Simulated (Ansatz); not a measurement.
## Geometry relaxation of Ti$_{3}$Al (part 2 of 2)

Ti$_{3}$Al (P-6m2, 4 atoms in the cell); DFT PBEsol, scalar-relativistic, plane waves, PAW, PAW set soft_1, no spin polarisation (Ansatz 0.2.0); cutoff 520 eV, 18×18×6 k-mesh, Gaussian smearing of 0.1 eV. The structure derives from a Materials Project entry.

Geometry of the input (Å; fractional positions):
```
2.9275  0.0000  0.0000
-1.4638  2.5353  0.0000
0.0000  0.0000  9.2264
Ti 0.6667  0.3333  0.0000
Ti 0.3333  0.6667  0.7506
Ti 0.3333  0.6667  0.2494
Al 0.6667  0.3333  0.5000
```

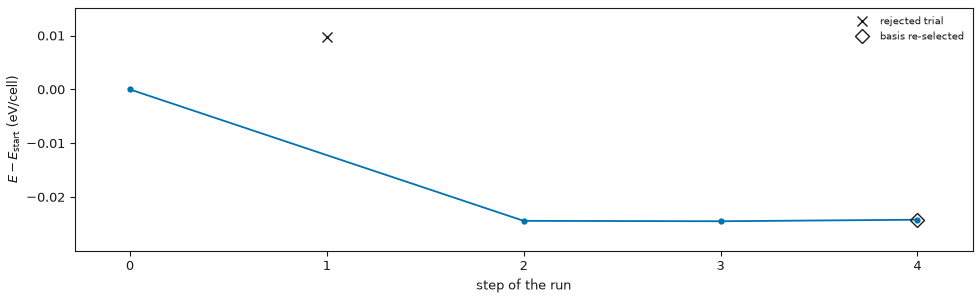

*Progress of the relaxation, step by step (the first geometry is step 0 here and step 1 in the log).*

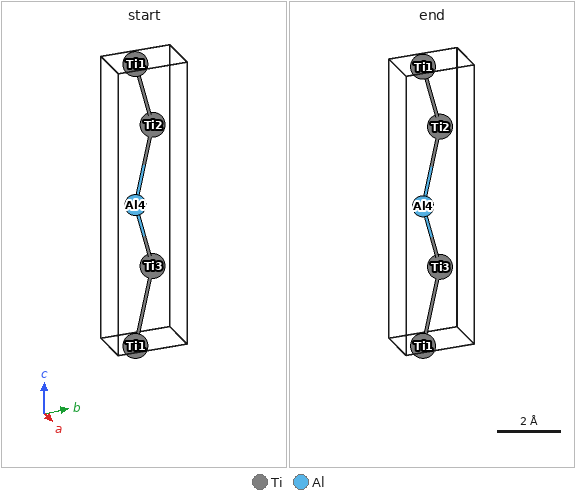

*Before (left) and after (right) the relaxation, at one scale (ball-and-stick view of the cell of the calculation, seen slightly off an axis).*

The largest moves relative to the cell, 0.005 Å, are those of Ti2 and Ti3. Al stays in place. Cell: a = b 2.928 → 2.895 Å (−1.1 %), c 9.226 → 9.138 Å (−1.0 %). Volume −3.1 %. Distances before and after: Ti1–Ti2 2.855 → 2.822 Å, Ti1–Ti1 2.928 → 2.895 Å, Al4–Al4 2.928 → 2.895 Å, Ti2–Al4 2.864 → 2.840 Å. The space group stays P-6m2 (No. 187). The energy falls by 24.5 meV per cell of the calculation in 3 geometry steps. Largest force component: 0.066 eV/Å at the start, 0.00011 eV/Å at the end. Pressure: −3.50 GPa at the start and −0.01 GPa at the end. The line search rejected the trial step at point 1 (counted from 0) and went back. A last SCF at the same geometry on a re-selected plane-wave basis shifts the energy by +0.3 meV per cell of the calculation. (Atoms are counted from 1 in the order of the input.)

```
basis re-selected at this cell: Δ(F+E_penalty+E_count) = +2.825e-4 eV, ΔP = -0.003 GPa vs the last step (what re-selecting the basis moved, of the pressure what is left beyond the Pulay correction that the steps carried, after the strain that the cell walked since its last selection, with what the two solves' SCF thresholds leave and, on support functions, any second-order correction that the steps lacked; it is no measure of the basis error at this ecutwfc). This SCF's stress stands 7.99e-3 GPa from its target on what of the cell is left free (relax.cell.stress_tol is 5.00e-2 GPa) and its largest allowed force component is 1.14e-4 eV/Å (relax.f_tol is 5.00e-3 eV/Å): within both
SCF converged after 9 iterations
Free energy (F): -7946.776745 eV
Harris-Foulkes:  -7946.776745 eV  (|F-HF|=3.64e-12)
Internal energy: -7946.758587 eV  (E = F + TS)
E sigma→0 (E₀):  -7946.767666 eV
Entropy (-TS):   -0.018158 eV (-4.539 meV/atom)
Fermi energy:    12.071741 eV
--- Per-component energies (eV) ---
  E_band       = -485.527844
  E_kinetic    = 866.688772
  E_local      = -3675.233752  (includes V_loc(G=0)·N_el)
  E_nonlocal   = 196.019094
  E_hartree    = 1558.170306
  E_xc         = -383.674411
  E_vxc        = -464.970504  (∫ρ·V_xc dr)
  E_paw        = -3508.676631  (= ΣΔE_a)
  E_vpaw       = -524.371979  (= ΣTr[D̂ρ^β])
  E_aug_tail   = -0.000088  (compensation charges beyond the density's cutoff)
  E_ewald      = -3000.489171
  E_core_change = 0.437293  (= ΣΔE_core)
  E_smearing   = -0.018158  (= −TS)
  E_closure    = -0.000000  (closes the sum)
  Σ components = -7946.776745   (vs F -7946.776745, Δ=0.00e0)
--- Forces (eV/Å), atoms counted from 1 ---
  atom   1  Ti     0.00000000    -0.00000000    -0.00000000
  atom   2  Ti    -0.00000000     0.00000000    -0.00011433
  atom   3  Ti     0.00000000     0.00000000     0.00011433
  atom   4  Al    -0.00000000     0.00000000     0.00000000
  max |Σ_I F_I| component: 2.78e-17 eV/Å
--- Stress (GPa, compression-positive) ---
       -0.006137      -0.000000       0.000000
       -0.000000      -0.006137       0.000000
        0.000000       0.000000      -0.007989
  P = ⅓ Tr σ = -0.0068 GPa (-0.068 kbar)
--- Band table (eV; the first three rows and the last of 148) ---
  k-point 0: bands = ["-44.3173", "-44.2618", "-44.1912", "-20.9910", "-20.7074", "-20.3811", "-20.3461", "-20.3461", "-20.3033", "-20.3033", "-20.2582", "-20.2582", "3.5336", "6.9802", "7.2250", "9.5466", "11.2963", "12.6122", "12.8456", "12.9251", "12.9251", "13.0184", "13.0184", "13.3466"]
  k-point 1: bands = ["-44.3173", "-44.2619", "-44.1912", "-20.9913", "-20.7067", "-20.3815", "-20.3461", "-20.3461", "-20.3033", "-20.3033", "-20.2582", "-20.2582", "3.5439", "6.6455", "7.6557", "9.4712", "11.2252", "12.5960", "12.8565", "12.9259", "12.9259", "13.0165", "13.0165", "13.3489"]
  k-point 2: bands = ["-44.3172", "-44.2619", "-44.1912", "-20.9920", "-20.7053", "-20.3822", "-20.3461", "-20.3461", "-20.3033", "-20.3033", "-20.2582", "-20.2582", "3.5652", "6.3575", "8.2218", "9.2301", "11.0894", "12.5687", "12.8750", "12.9275", "12.9275", "13.0128", "13.0128", "13.3535"]
  k-point 147: bands = ["-44.1635", "-44.1635", "-44.1482", "-20.8298", "-20.8193", "-20.7763", "-20.6800", "-20.6767", "-20.6087", "-20.5752", "-20.4547", "-20.4386", "10.0563", "10.0600", "10.3099", "10.6999", "10.8651", "10.8840", "11.1860", "11.4066", "11.9833", "12.1054", "12.1904", "13.8836"]
--- Relaxed structure (4 steps of the walk, 3 accepted, 1 SCFs on fresh bases) ---
  F+E_penalty+E_count = -7946.77674452 eV   max|allowed force component| = 1.143e-4 eV/Å   (the final SCF, on the basis selected at the relaxed cell)
  cell:  # Å, volume = 66.3495 Å³
    - [2.895475644881652, -2.85513160355905e-11, 1.1101806289524985e-18]
    - [-1.4477378224160997, 2.507555464520916, -5.550903144667687e-19]
    - [3.498814906219339e-18, 1.266782208628013e-34, 9.138335012182255]
  atoms:
    - { symbol: Ti, position: [0.6666666666666665, 0.33333333333333326, 2.407412430484045e-35] }
    - { symbol: Ti, position: [0.33333333333333326, 0.6666666666666665, 0.751173207158959] }
    - { symbol: Ti, position: [0.33333333333333326, 0.6666666666666665, 0.2488267928410409] }
    - { symbol: Al, position: [0.6666666666666665, 0.33333333333333326, 0.49999999999999994] }
```

## Trajectory as extended XYZ (Å, eV, eV/Å), 5 frames, from step=1 to step=5
```
4
Lattice="2.9275 0.0000 0.0000 -1.4638 2.5353 0.0000 0.0000 0.0000 9.2264" Properties=species:S:1:pos:R:3:forces:R:3 step=1 energy=-7946.75252 pressure_GPa=-3.50
Ti    1.4638    0.8451    0.0000    0.0000   0.0000   0.0000
Ti    0.0000    1.6902    6.9253    0.0000   0.0000   0.0660
Ti    0.0000    1.6902    2.3011    0.0000   0.0000  -0.0660
Al    1.4638    0.8451    4.6132    0.0000   0.0000   0.0000
4
Lattice="2.8565 0.0000 0.0000 -1.4282 2.4738 0.0000 0.0000 0.0000 9.0518" Properties=species:S:1:pos:R:3:forces:R:3 step=2 energy=-7946.74277 pressure_GPa=4.57 accepted=F
Ti    1.4282    0.8246    0.0000    0.0000   0.0000   0.0000
Ti    0.0000    1.6492    6.8096    0.0000   0.0000  -0.1309
Ti    0.0000    1.6492    2.2422    0.0000   0.0000   0.1309
Al    1.4282    0.8246    4.5259    0.0000   0.0000   0.0000
4
Lattice="2.8971 0.0000 0.0000 -1.4485 2.5090 0.0000 0.0000 0.0000 9.1412" Properties=species:S:1:pos:R:3:forces:R:3 step=3 energy=-7946.77695 pressure_GPa=-0.17
Ti    1.4485    0.8363    0.0000    0.0000   0.0000   0.0000
Ti    0.0000    1.6726    6.8657    0.0000   0.0000   0.0087
Ti    0.0000    1.6726    2.2754    0.0000   0.0000  -0.0087
Al    1.4485    0.8363    4.5706    0.0000   0.0000   0.0000
4
Lattice="2.8955 0.0000 0.0000 -1.4477 2.5076 0.0000 0.0000 0.0000 9.1383" Properties=species:S:1:pos:R:3:forces:R:3 step=4 energy=-7946.77703 pressure_GPa=-0.00
Ti    1.4477    0.8359    0.0000    0.0000   0.0000   0.0000
Ti    0.0000    1.6717    6.8645    0.0000   0.0000  -0.0002
Ti    0.0000    1.6717    2.2739    0.0000   0.0000   0.0002
Al    1.4477    0.8359    4.5692    0.0000   0.0000   0.0000
4
Lattice="2.8955 0.0000 0.0000 -1.4477 2.5076 0.0000 0.0000 0.0000 9.1383" Properties=species:S:1:pos:R:3:forces:R:3 step=5 energy=-7946.77675 pressure_GPa=-0.01
Ti    1.4477    0.8359    0.0000    0.0000   0.0000   0.0000
Ti    0.0000    1.6717    6.8645    0.0000   0.0000  -0.0001
Ti    0.0000    1.6717    2.2739    0.0000   0.0000   0.0001
Al    1.4477    0.8359    4.5692    0.0000   0.0000   0.0000
```

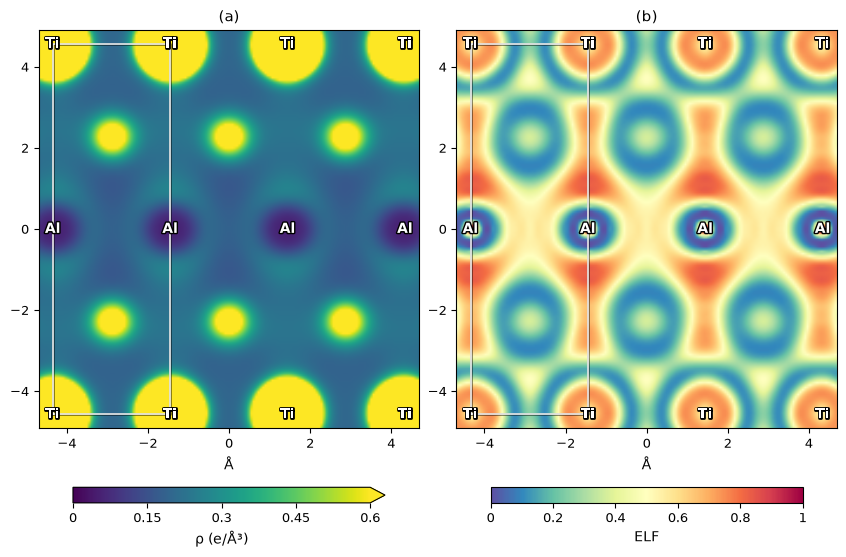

*(a) valence electron density; (b) electron localisation function on the (010) plane of the conventional cell.*

Atoms in the plane: Ti and Al. Al–Al (2.90 Å): ρ at the midpoint is about 0.19 e/Å³; the ELF is about 0.55 at the midpoint (nearly free electrons, as in a simple metal). Ti–Ti (2.90 Å): the density is about 0.2 e/Å³ at the midpoint; the ELF is about 0.25 at the midpoint (no shared electron pair). Away from the nuclei the density in this plane falls to 0.16 e/Å³ at its lowest.The strong features right at Ti lie inside the PAW spheres (semicore, d or f shells) and say nothing about bonding. Core electrons are frozen (PAW), so the fields are smoothed inside the atomic spheres.

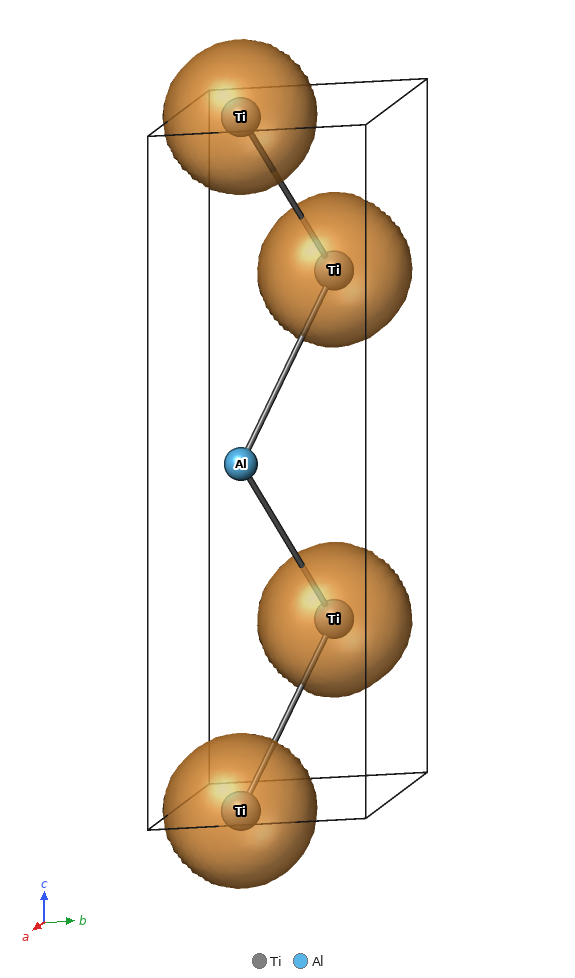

*Isosurface of the valence charge density (pseudo) at 0.4 e/Å³ (orange), seen slightly off an axis. Sticks mark near contacts. The outline is the cell set on symmetry axes.*

At this value the density breaks into separate islands; it holds about 70 % of the electrons treated as valence (semicore included). It is pinched off along the Ti–Ti (2.82 Å), Ti–Al (2.84 Å), Al–Al (2.90 Å) and Ti–Ti (2.90 Å) contacts. On the grid the lowest density along these lines, outside the cores, is 0.2 e/Å³ (Ti–Ti, 2.82 Å), 0.21 e/Å³ (Ti–Al, 2.84 Å), 0.19 e/Å³ (Al–Al, 2.90 Å) and 0.2 e/Å³ (Ti–Ti, 2.90 Å).

## Summary

```tsv
quantity	value
outcome	converged
space group (tolerance 0.01 Å)	P-6m2 (187)
electrons treated	39
free energy	−7946.7767 eV
Fermi energy	12.072 eV
gap on the k-point mesh	none (metallic)
pressure	−0.01 GPa
final volume	66.35 Å³
largest force (length of the vector) at the end	under 0.001 eV/Å
final cell	a = 2.895 Å, b = 2.895 Å, c = 9.138 Å, α = 90.00°, β = 90.00°, γ = 120.00°
hardware	2 threads of Arm Neoverse N1, 98 GiB of memory available, shared host
wall time	2.5 min (CPU time 5 min)
peak memory	0.55 GiB
```

Warnings of the run: the PAW datasets were made with another functional.
